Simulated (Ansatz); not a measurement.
## Geometry relaxation, with input and output: Al16Ni16H (part 3 of 4)

Continued. System: Al16Ni16H (slab, 33 atoms in the cell). Method: DFT PBE+D3(BJ), scalar-relativistic, plane waves, PAW, no spin polarisation (Ansatz 0.2.0); cutoff 420 eV, 5×4×1 k-mesh, Gaussian smearing of 0.1 eV. The structure derives from an entry of the Crystallography Open Database. The input holds or restrains some coordinates.

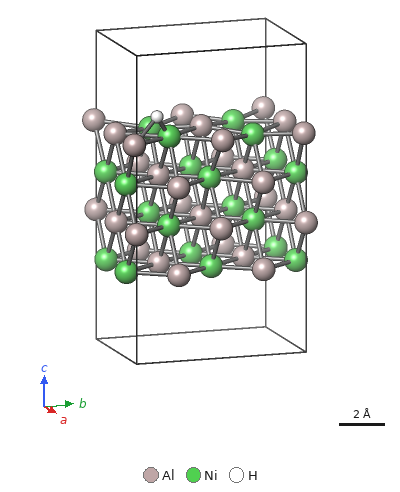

The geometry at step 3 of the log (ball-and-stick view of the cell of the calculation, with the vacuum cut short, seen slightly off an axis).

Output, continued:
```
  k-point 10: bands = ["-101.9007", "-101.9002", "-101.8980", "-101.8976", "-101.8937", "-101.8930", "-101.8920", "-101.8914", "-101.6979", "-101.6965", "-101.5781", "-101.5774", "-101.4602", "-101.4597", "-101.4566", "-101.4561", "-62.3292", "-62.3279", "-62.3275", "-62.3242", "-62.3236", "-62.3215", "-62.3212", "-62.3166", "-62.3156", "-62.3129", "-62.3123", "-62.3097", "-62.3094", "-62.3083", "-62.3069", "-62.3062", "-62.3025", "-62.3009", "-62.3006", "-62.2983", "-62.2921", "-62.2913", "-62.2866", "-62.2859",
      "-62.2204", "-62.2178", "-62.1544", "-62.1419", "-62.1151", "-62.1141", "-61.9934", "-61.9928", "-61.9901", "-61.9894", "-61.9657", "-61.9651", "-61.9593", "-61.9563", "-61.8891", "-61.8882", "-61.8688", "-61.8661", "-61.8613", "-61.8586", "-61.7548", "-61.7542", "-61.7501", "-61.7495", "-8.4590", "-7.5773", "-7.3627", "-7.1359", "-6.5310", "-6.3175", "-6.0592", "-5.5005", "-5.3305", "-5.2149", "-4.7090", "-4.6396", "-4.4315", "-4.1322", "-3.9313", "-3.7291",
      "-3.4185", "-3.2237", "-2.8949", "-2.6761", "-2.3769", "-2.3222", "-2.3094", "-2.2903", "-2.1544", "-2.0486", "-1.9803", "-1.8933", "-1.8640", "-1.8379", "-1.7950", "-1.7793", "-1.7098", "-1.5939", "-1.5861", "-1.5478", "-1.5459", "-1.4462", "-1.3846", "-1.3386", "-1.2425", "-1.1249", "-1.0588", "-1.0151", "-0.9722", "-0.9359", "-0.9244", "-0.8610", "-0.8512", "-0.8247", "-0.8190", "-0.8060", "-0.7774", "-0.7622", "-0.7393", "-0.7201",
      "-0.6840", "-0.6442", "-0.6273", "-0.6152", "-0.6088", "-0.5744", "-0.5605", "-0.5519", "-0.5082", "-0.4744", "-0.4465", "-0.4297", "-0.4239", "-0.4080", "-0.3989", "-0.3820", "-0.3611", "-0.3533", "-0.3350", "-0.2911", "-0.2809", "-0.2682", "-0.2586", "-0.2389", "-0.2344", "-0.1700", "-0.1514", "-0.1421", "-0.1130", "-0.0917", "-0.0259", "0.0148", "0.0335", "0.0404", "0.0736", "0.1588", "0.2049", "0.3093", "0.4853", "0.6577",
      "0.7005", "0.8773", "0.9282", "1.0589", "1.2747", "1.3808", "1.4573", "1.4892", "1.7085", "1.8567", "2.0039", "2.2224", "2.3643", "2.5081", "2.6386", "2.7217", "2.8171", "3.1352", "3.5318", "3.7586", "4.1861", "4.3266", "4.4216", "4.6459", "4.7613", "4.7948", "4.9944", "5.1566", "5.2103", "5.3090", "5.3663", "5.4390", "5.5795", "5.6904", "5.8326", "5.9335", "5.9547", "6.1556", "6.2392", "6.3622",
      "6.4521", "6.7680", "6.8799"]
--- Relaxed structure (12 steps of the walk, 11 accepted, 0 SCFs on fresh bases) ---
  F+E_penalty+E_count = -102074.11760003 eV   max|allowed force component| = 2.143e-2 eV/Å
  atoms:
    - { symbol: Al, position: [0.0, 0.24999999999999997, 0.3391655233] }
    - { symbol: Al, position: [0.0, 0.7499999999999999, 0.3391655233] }
    - { symbol: Al, position: [0.5, 0.24999999999999997, 0.3391655233] }
    - { symbol: Al, position: [0.5, 0.7499999999999999, 0.3391655233] }
    - { symbol: Ni, position: [0.25, 0.49999999999999994, 0.3391655233] }
    - { symbol: Ni, position: [0.25, 0.0, 0.3391655233] }
    - { symbol: Ni, position: [0.7500000000000001, 0.49999999999999994, 0.3391655233] }
    - { symbol: Ni, position: [0.7500000000000001, 0.0, 0.3391655233] }
    - { symbol: Al, position: [0.0, 0.49999999999999994, 0.4197872902] }
    - { symbol: Al, position: [0.0, 0.0, 0.4197872902] }
    - { symbol: Al, position: [0.5, 0.49999999999999994, 0.4197872902] }
    - { symbol: Al, position: [0.5, 0.0, 0.4197872902] }
    - { symbol: Ni, position: [0.25, 0.7499999999999999, 0.4197872902] }
    - { symbol: Ni, position: [0.25, 0.24999999999999997, 0.4197872902] }
    - { symbol: Ni, position: [0.7500000000000001, 0.7499999999999999, 0.4197872902] }
    - { symbol: Ni, position: [0.7500000000000001, 0.24999999999999997, 0.4197872902] }
    - { symbol: Al, position: [5.8465210671167065e-5, 0.7479005654775069, 0.5007095743029635] }
    - { symbol: Al, position: [0.00026564155689153083, 0.2484766770583658, 0.49966297731352494] }
    - { symbol: Al, position: [0.5001774892777433, 0.748353082888928, 0.5003955058369393] }
    - { symbol: Al, position: [0.5000618670298371, 0.2480445732359133, 0.5020841740450005] }
    - { symbol: Ni, position: [0.2494069600978421, -0.000794764166358976, 0.49993325350843854] }
    - { symbol: Ni, position: [0.2503945944169456, 0.49679507328017325, 0.5000913963759677] }
    - { symbol: Ni, position: [0.7509594137193397, -0.0007041330725400652, 0.49992905749616157] }
    - { symbol: Ni, position: [0.7499481692389884, 0.49677339822733124, 0.5001041137031875] }
    - { symbol: Al, position: [0.00014168799844194074, -0.010453386195769692, 0.5840973232192131] }
    - { symbol: Al, position: [0.00024440546463113175, 0.505787551642321, 0.5841739676458323] }
    - { symbol: Al, position: [0.5003986412316803, -0.0004041937380381728, 0.5848605727409094] }
    - { symbol: Al, position: [0.5003110599824618, 0.49591150873141115, 0.5853478305504495] }
    - { symbol: Ni, position: [0.23923885043262805, 0.2483243377697191, 0.5794836351333353] }
    - { symbol: Ni, position: [0.2550392158279818, 0.7478711957030182, 0.5779089873350884] }
    - { symbol: Ni, position: [0.7612444431397599, 0.24847928677544248, 0.5793657306366901] }
    - { symbol: Ni, position: [0.7455415456390374, 0.7479187805420718, 0.5779854462102512] }
    - { symbol: H, position: [1.0006278429797402, 0.21614549751406234, 0.6179328352807956] }
```

Trajectory as extended XYZ (Å, eV, eV/Å), 12 frames, from step=1 to step=12:
```
33
Lattice="5.7148 0.0000 0.0000 0.0000 8.0820 0.0000 0.0000 0.0000 25.0615" Properties=species:S:1:pos:R:3:forces:R:3 step=1 energy=-102073.53271
Al    0.0000    2.0205    8.5000    0.0129  -0.0151  -0.6127
Al    0.0000    6.0615    8.5000   -0.0172   0.0047  -0.6220
Al    2.8574    2.0205    8.5000   -0.0119  -0.0180  -0.6085
Al    2.8574    6.0615    8.5000    0.0211   0.0131  -0.5993
Ni    1.4287    4.0410    8.5000   -0.0171  -0.0136   0.5424
Ni    1.4287    0.0000    8.5000    0.0172  -0.0041   0.5495
Ni    4.2861    4.0410    8.5000    0.0175   0.0207   0.5660
Ni    4.2861    0.0000    8.5000   -0.0131   0.0050   0.5100
Al    0.0000    4.0410   10.5205    0.0059  -0.0138  -0.3409
Al    0.0000    0.0000   10.5205   -0.0166   0.0135  -0.3760
Al    2.8574    4.0410   10.5205   -0.0049  -0.0116  -0.3590
Al    2.8574    0.0000   10.5205    0.0139   0.0188  -0.3582
Ni    1.4287    6.0615   10.5205   -0.0138   0.0443   0.3982
Ni    1.4287    2.0205   10.5205   -0.0112   0.0150   0.4529
Ni    4.2861    6.0615   10.5205    0.0109   0.0390   0.4327
Ni    4.2861    2.0205   10.5205    0.0164   0.0155   0.3906
Al    0.0000    6.0615   12.5531   -0.0334  -0.0247   0.0036
Al    0.0000    2.0205   12.5531    0.0339  -0.0160  -0.1439
Al    2.8574    6.0615   12.5531    0.0271  -0.0106   0.0100
Al    2.8574    2.0205   12.5531   -0.0457  -0.0004  -0.0254
Ni    1.4287    0.0000   12.5185   -0.1124   0.0441   0.1115
Ni    1.4287    4.0410   12.5185   -0.0182  -0.0010   0.0191
Ni    4.2861    0.0000   12.5185   -0.0062  -0.0133   0.0583
Ni    4.2861    4.0410   12.5185   -0.0206  -0.1049   0.1753
Al    0.0000    0.0000   14.6716    1.0391  -1.8381  -1.4832
Al    0.0000    4.0410   14.6716    0.0160   0.2307  -0.1554
Al    2.8574    0.0000   14.6716   -0.1726  -0.1624  -0.1797
Al    2.8574    4.0410   14.6716   -0.0277   0.0185  -0.0214
Ni    1.4287    2.0205   14.4874    0.2363   0.1479  -0.1115
Ni    1.4287    6.0615   14.4874   -0.0143   0.0257   0.0594
Ni    4.2861    2.0205   14.4874    0.2319  -0.1216   0.4320
Ni    4.2861    6.0615   14.4874   -0.0293  -0.0470  -0.1081
H     5.0005    1.0103   15.5716   -1.1140   1.7597   1.3928
33
Lattice="5.7148 0.0000 0.0000 0.0000 8.0820 0.0000 0.0000 0.0000 25.0615" Properties=species:S:1:pos:R:3:forces:R:3 step=2 energy=-102073.77113
Al    0.0000    2.0205    8.5000    0.0121  -0.0144  -0.6106
Al    0.0000    6.0615    8.5000   -0.0220   0.0031  -0.6223
Al    2.8574    2.0205    8.5000   -0.0109  -0.0172  -0.6096
Al    2.8574    6.0615    8.5000    0.0251   0.0114  -0.6003
Ni    1.4287    4.0410    8.5000   -0.0159  -0.0151   0.5386
Ni    1.4287    0.0000    8.5000    0.0167  -0.0012   0.5483
Ni    4.2861    4.0410    8.5000    0.0165   0.0204   0.5657
Ni    4.2861    0.0000    8.5000   -0.0124   0.0074   0.5078
Al    0.0000    4.0410   10.5205   -0.0040  -0.0211  -0.3379
Al    0.0000    0.0000   10.5205   -0.0219   0.0068  -0.3913
Al    2.8574    4.0410   10.5205    0.0064  -0.0212  -0.3603
Al    2.8574    0.0000   10.5205    0.0101   0.0152  -0.3519
Ni    1.4287    6.0615   10.5205   -0.0161   0.0394   0.3898
Ni    1.4287    2.0205   10.5205   -0.0021   0.0147   0.4598
Ni    4.2861    6.0615   10.5205    0.0102   0.0360   0.4244
Ni    4.2861    2.0205   10.5205    0.0127   0.0124   0.3944
Al   -0.0009    6.0537   12.5507   -0.0097  -0.0132  -0.0233
Al   -0.0004    2.0159   12.5515    0.0120  -0.0082  -0.0825
Al    2.8560    6.0566   12.5492    0.0105  -0.0109  -0.0128
Al    2.8638    2.0142   12.5567   -0.0361   0.0013  -0.0218
Ni    1.4221   -0.0028   12.5191   -0.0658   0.0363   0.0741
Ni    1.4305    4.0354   12.5165   -0.0130  -0.0105   0.0180
Ni    4.2872   -0.0062   12.5192    0.0096  -0.0054   0.0582
Ni    4.2846    4.0316   12.5253   -0.0100  -0.0878   0.1340
Al    0.0045   -0.0207   14.6661    0.3773  -0.8827  -0.7164
Al    0.0053    4.0502   14.6565   -0.0058   0.1197  -0.0887
Al    2.8485   -0.0121   14.6516   -0.0617  -0.0670  -0.0817
Al    2.8596    4.0369   14.6719   -0.0159   0.0065  -0.0085
Ni    1.4394    2.0225   14.4789    0.1149   0.0795  -0.0539
Ni    1.4308    6.0545   14.4858   -0.0091   0.0220   0.0364
Ni    4.2997    2.0160   14.5136    0.2150  -0.1466   0.3093
Ni    4.2814    6.0537   14.4763   -0.0153  -0.0115  -0.0478
H     5.0028    1.0845   15.6554   -0.5010   0.9019   0.5631
33
Lattice="5.7148 0.0000 0.0000 0.0000 8.0820 0.0000 0.0000 0.0000 25.0615" Properties=species:S:1:pos:R:3:forces:R:3 step=3 energy=-102073.75638 accepted=F
Al    0.0000    2.0205    8.5000    0.0126  -0.0112  -0.6035
Al    0.0000    6.0615    8.5000   -0.0366  -0.0012  -0.6290
Al    2.8574    2.0205    8.5000   -0.0108  -0.0140  -0.6107
Al    2.8574    6.0615    8.5000    0.0313   0.0073  -0.6118
Ni    1.4287    4.0410    8.5000   -0.0102  -0.0147   0.5143
Ni    1.4287    0.0000    8.5000    0.0199  -0.0006   0.5501
Ni    4.2861    4.0410    8.5000    0.0147   0.0130   0.5791
Ni    4.2861    0.0000    8.5000   -0.0101   0.0184   0.4965
Al    0.0000    4.0410   10.5205   -0.1026  -0.0547  -0.2583
Al    0.0000    0.0000   10.5205   -0.0717   0.0093  -0.3725
Al    2.8574    4.0410   10.5205    0.0917  -0.0502  -0.2767
Al    2.8574    0.0000   10.5205   -0.0207   0.0096  -0.2444
Ni    1.4287    6.0615   10.5205   -0.0122   0.0173   0.3644
Ni    1.4287    2.0205   10.5205    0.0083   0.0140   0.4580
Ni    4.2861    6.0615   10.5205   -0.0364   0.0412   0.3124
Ni    4.2861    2.0205   10.5205   -0.0005  -0.0004   0.4690
Al   -0.0144    6.0452   12.5190    0.0092  -0.0739   0.1177
Al    0.0095    2.0017   12.5518   -0.0698   0.0281   0.1455
Al    2.8484    6.0377   12.5327   -0.0021   0.0341  -0.0607
Al    2.8778    2.0051   12.5647    0.0692  -0.0850   0.0299
Ni    1.3825   -0.0044   12.5412    0.2037  -0.0029  -0.1034
Ni    1.4251    4.0298   12.5108    0.0901  -0.0451  -0.0033
Ni    4.2774    0.0009   12.5508    0.0643  -0.1537  -0.2535
Ni    4.2772    3.9598   12.6047    0.0606   0.3259  -0.3551
Al   -0.0423   -0.0941   14.6491    0.2671   0.1042  -0.0474
Al    0.0229    4.1047   14.5992    0.0081  -0.3377   0.3035
Al    2.8081   -0.0371   14.6053    0.2047   0.2215   0.2047
Al    2.8748    4.0371   14.6918   -0.0013  -0.0387   0.0474
Ni    1.5193    2.0563   14.4545   -0.4325  -0.1882   0.2183
Ni    1.4302    6.0527   14.4799    0.0110   0.0016  -0.0979
Ni    4.4179    1.9943   14.6511   -0.5068   0.2515  -0.8430
Ni    4.2515    6.0438   14.4409   -0.0022  -0.0359   0.0774
H     5.0815    1.1848   15.7570    0.1603   0.0106   0.4828
33
Lattice="5.7148 0.0000 0.0000 0.0000 8.0820 0.0000 0.0000 0.0000 25.0615" Properties=species:S:1:pos:R:3:forces:R:3 step=4 energy=-102073.87611
Al    0.0000    2.0205    8.5000    0.0113  -0.0129  -0.6091
Al    0.0000    6.0615    8.5000   -0.0250   0.0014  -0.6239
Al    2.8574    2.0205    8.5000   -0.0103  -0.0149  -0.6124
Al    2.8574    6.0615    8.5000    0.0272   0.0085  -0.6028
Ni    1.4287    4.0410    8.5000   -0.0128  -0.0167   0.5333
Ni    1.4287    0.0000    8.5000    0.0153   0.0018   0.5473
Ni    4.2861    4.0410    8.5000    0.0137   0.0192   0.5668
Ni    4.2861    0.0000    8.5000   -0.0110   0.0102   0.5029
Al    0.0000    4.0410   10.5205   -0.0242  -0.0300  -0.3193
Al    0.0000    0.0000   10.5205   -0.0213   0.0017  -0.3980
Al    2.8574    4.0410   10.5205    0.0245  -0.0318  -0.3376
Al    2.8574    0.0000   10.5205    0.0022   0.0122  -0.3410
Ni    1.4287    6.0615   10.5205   -0.0153   0.0330   0.3734
Ni    1.4287    2.0205   10.5205    0.0040   0.0140   0.4609
Ni    4.2861    6.0615   10.5205    0.0072   0.0317   0.4080
Ni    4.2861    2.0205   10.5205    0.0031   0.0099   0.3942
Al   -0.0016    6.0466   12.5436    0.0005  -0.0229  -0.0055
Al   -0.0015    2.0118   12.5478    0.0148  -0.0007  -0.0263
Al    2.8552    6.0516   12.5422   -0.0092  -0.0094  -0.0027
Al    2.8660    2.0086   12.5591   -0.0079  -0.0012   0.0089
Ni    1.4159   -0.0018   12.5245   -0.0052  -0.0002   0.0061
Ni    1.4305    4.0296   12.5174   -0.0025  -0.0094   0.0065
Ni    4.2889   -0.0112   12.5220   -0.0141  -0.0065  -0.0023
Ni    4.2830    4.0165   12.5431   -0.0073  -0.0341   0.0365
Al   -0.0035   -0.0532   14.6395    0.1125  -0.2163  -0.1881
Al    0.0057    4.0581   14.6465    0.0047   0.0365  -0.0196
Al    2.8438   -0.0158   14.6415   -0.0083  -0.0206  -0.0137
Al    2.8585    4.0318   14.6757    0.0003  -0.0153  -0.0020
Ni    1.4469    2.0254   14.4752   -0.0101  -0.0011  -0.0142
Ni    1.4331    6.0523   14.4837    0.0113  -0.0142   0.0016
Ni    4.3233    2.0055   14.5372    0.0767  -0.0400   0.0646
Ni    4.2730    6.0474   14.4671   -0.0218  -0.0236  -0.0155
H     5.0042    1.1617   15.6990   -0.1230   0.3413   0.2231
33
Lattice="5.7148 0.0000 0.0000 0.0000 8.0820 0.0000 0.0000 0.0000 25.0615" Properties=species:S:1:pos:R:3:forces:R:3 step=5 energy=-102073.90139
Al    0.0000    2.0205    8.5000    0.0098  -0.0118  -0.6067
Al    0.0000    6.0615    8.5000   -0.0271  -0.0002  -0.6237
Al    2.8574    2.0205    8.5000   -0.0091  -0.0133  -0.6134
Al    2.8574    6.0615    8.5000    0.0287   0.0064  -0.6021
Ni    1.4287    4.0410    8.5000   -0.0111  -0.0172   0.5313
Ni    1.4287    0.0000    8.5000    0.0144   0.0045   0.5453
Ni    4.2861    4.0410    8.5000    0.0123   0.0182   0.5652
Ni    4.2861    0.0000    8.5000   -0.0102   0.0117   0.5010
Al    0.0000    4.0410   10.5205   -0.0328  -0.0365  -0.3098
Al    0.0000    0.0000   10.5205   -0.0199  -0.0047  -0.3944
Al    2.8574    4.0410   10.5205    0.0314  -0.0412  -0.3245
Al    2.8574    0.0000   10.5205   -0.0024   0.0093  -0.3354
Ni    1.4287    6.0615   10.5205   -0.0186   0.0289   0.3671
Ni    1.4287    2.0205   10.5205    0.0108   0.0117   0.4642
Ni    4.2861    6.0615   10.5205    0.0071   0.0283   0.4093
Ni    4.2861    2.0205   10.5205   -0.0039   0.0080   0.3962
Al   -0.0017    6.0393   12.5423   -0.0012   0.0010   0.0075
Al   -0.0010    2.0084   12.5452    0.0056  -0.0064  -0.0151
Al    2.8532    6.0463   12.5397   -0.0016  -0.0027   0.0017
Al    2.8667    2.0038   12.5640   -0.0030  -0.0052   0.0029
Ni    1.4147   -0.0045   12.5266    0.0069  -0.0126  -0.0014
Ni    1.4306    4.0235   12.5189    0.0015  -0.0066   0.0012
Ni    4.2882   -0.0158   12.5223   -0.0037   0.0017   0.0044
Ni    4.2816    4.0069   12.5511   -0.0018  -0.0042   0.0001
Al   -0.0076   -0.0582   14.6385    0.0235  -0.0551  -0.0223
Al    0.0074    4.0608   14.6448    0.0032   0.0146   0.0004
Al    2.8447   -0.0174   14.6416    0.0006  -0.0059   0.0005
Al    2.8580    4.0226   14.6782   -0.0008   0.0040  -0.0009
Ni    1.4426    2.0210   14.4758   -0.0328  -0.0197   0.0104
Ni    1.4362    6.0485   14.4836   -0.0002  -0.0010  -0.0029
Ni    4.3387    2.0040   14.5473    0.0143  -0.0276   0.0021
Ni    4.2674    6.0411   14.4648   -0.0004   0.0078   0.0061
H     5.0292    1.2450   15.7430    0.0103   0.1155   0.0352
```
